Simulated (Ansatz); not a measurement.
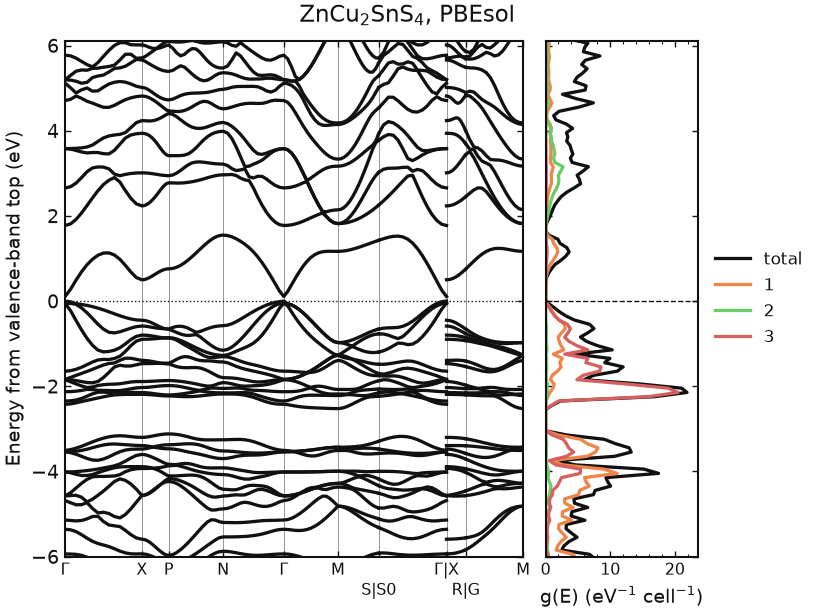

Band structure and density of states. Energies are counted from the top of the valence band. The partial curves are projected on Löwdin-orthogonalised atomic shells; they sum to less than the total at higher energies, where shells without a projector contribute.

Structure: ZnCu₂SnS₄, space group I-4, 8 atoms in the cell; a = 6.58 Å, b = 6.58 Å, c = 6.58 Å, α = 131.83°, β = 131.83°, γ = 70.50°.

Method: DFT PBEsol, scalar-relativistic, plane waves, PAW, no spin polarisation, 10×10×10 k mesh, 420 eV cutoff, Gaussian smearing of 0.01 eV (Ansatz).

### Assign each number in the legend. The candidates: Cu 3d, S 3p, Sn 5p.

1 is S 3p; 2 is Sn 5p; 3 is Cu 3d.

### Is there a gap? Give its size, its kind and where the band edges lie.

The material is gapped. The gap along this path is 0.11 eV and direct: both edges lie at Γ.
